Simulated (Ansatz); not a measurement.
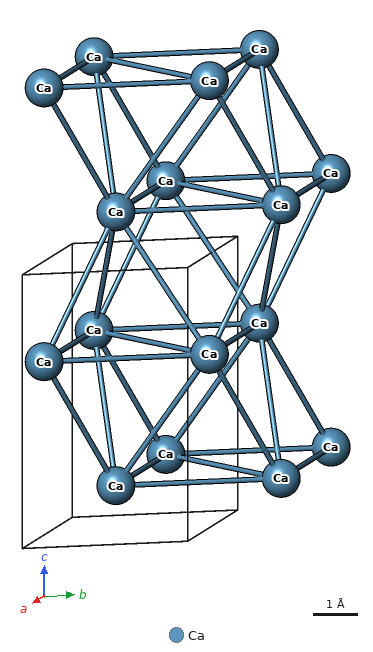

This is a crystal of Ca (set up in P6_3/mmc). The picture is a ball-and-stick view of the cell of the calculation, repeated 2 × 2 × 2 with one cell outlined, seen slightly off an axis.

Computed with DFT PBEsol, scalar-relativistic, plane waves, PAW (Ansatz). (plane-wave cutoff 420 eV; k-point mesh 12 × 12 × 8; occupations gaussian; smearing width 0.1 eV; no spin polarisation)

Now this is done to it. The volume is changed by −6.0 %. The atoms are relaxed in that cell.

> What is the effect?

Cell: a = b 3.854 → 3.775 Å (−2.0 %), c 6.340 → 6.211 Å (−2.0 %). Volume −6.0 %. The atoms keep their places relative to the cell (all moves are under 0.005 Å). Some distances before and after: Ca–Ca 3.873 → 3.794 Å, Ca–Ca 3.854 → 3.775 Å. The space group stays P6_3/mmc (No. 194). It costs 8.8 meV per atom. Pressure: 0.0 GPa before, 1.2 GPa after.

Drawn alike, the variant:

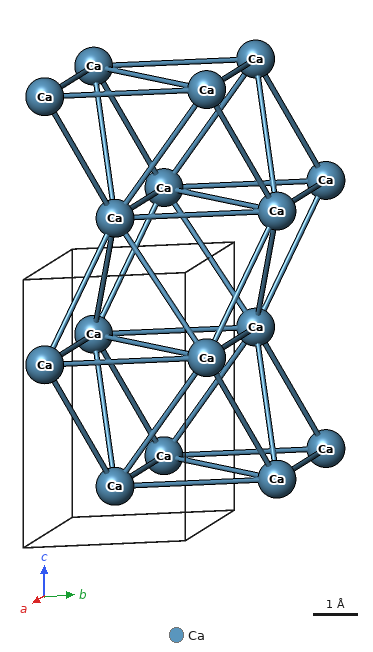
